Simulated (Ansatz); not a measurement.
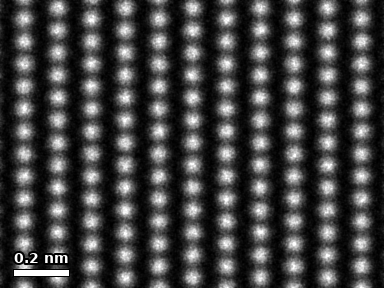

Z-contrast image of Ni (Fm-3m, No. 225). The image is simulated as a sum over atoms of Z^1.7, blurred by a 0.50 Å probe (no channelling). Shot noise was added. Structure used: the geometry relaxed with DFT r2SCAN, scalar-relativistic, plane waves, PAW in Ansatz; the starting structure was generated, so it need not be a known form of this composition.

```cif
data_structure
_symmetry_space_group_name_H-M 'Fm-3m'
_symmetry_Int_Tables_number 225
_cell_length_a 3.4777
_cell_length_b 3.4777
_cell_length_c 3.4777
_cell_angle_alpha 90.000
_cell_angle_beta 90.000
_cell_angle_gamma 90.000
_cell_volume 42.06
loop_
_atom_site_label
_atom_site_type_symbol
_atom_site_symmetry_multiplicity
_atom_site_Wyckoff_symbol
_atom_site_fract_x
_atom_site_fract_y
_atom_site_fract_z
_atom_site_occupancy
Ni1 Ni 4 a 0.00000 0.00000 0.00000 1
```

Question: Which beam direction gives this image, [211], [110], [221] or [111]? (Directions equivalent by symmetry count as one.)

Answer: [221]. The projected cells are 1.23 × 2.01 Å, 90° for [211]; 2.13 × 2.13 Å, 109° for [110]; 0.82 × 1.30 Å, 108° for [221]; 1.42 × 1.42 Å, 120° for [111], and the image repeats as the [221] one does.
